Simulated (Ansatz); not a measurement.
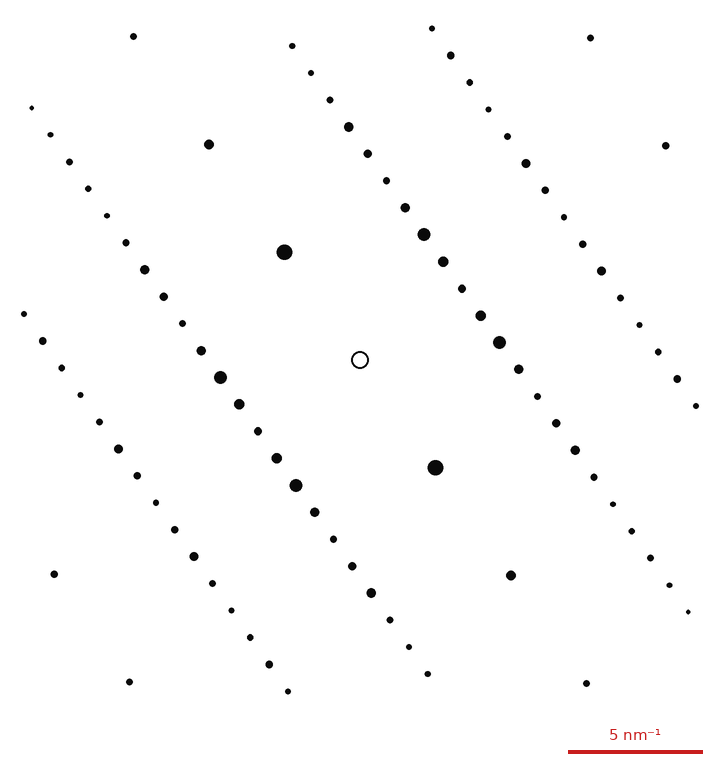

The pattern is a kinematic simulation for 300 kV electrons (no multiple scattering; isotropic B = 1 Å²).

> What net do the spots form, and what spacings does it show?

The spots form a rectangular net whose two shortest vectors correspond to d = 8.14 Å and 2.15 Å, 90.0° apart.

> What is the point symmetry of the pattern, intensities included?

2mm. A zero-layer kinematic pattern is always centrosymmetric (Friedel's law).

> Which crystal and zone produced it?

This cannot be fixed from one zone alone; the pattern is [100] of Ni, space group P6_3/mmc (No. 194), a = 2.484 Å, c = 8.139 Å (hexagonal axes). The net vectors are 0 0 1 (itself extinct) and 0 1 0. Structure: the end point of a relaxation with Ansatz, DFT, PBE, plane waves (420 eV) with PAW, scalar-relativistic; the starting structure was generated, so it need not be a known form of this composition.
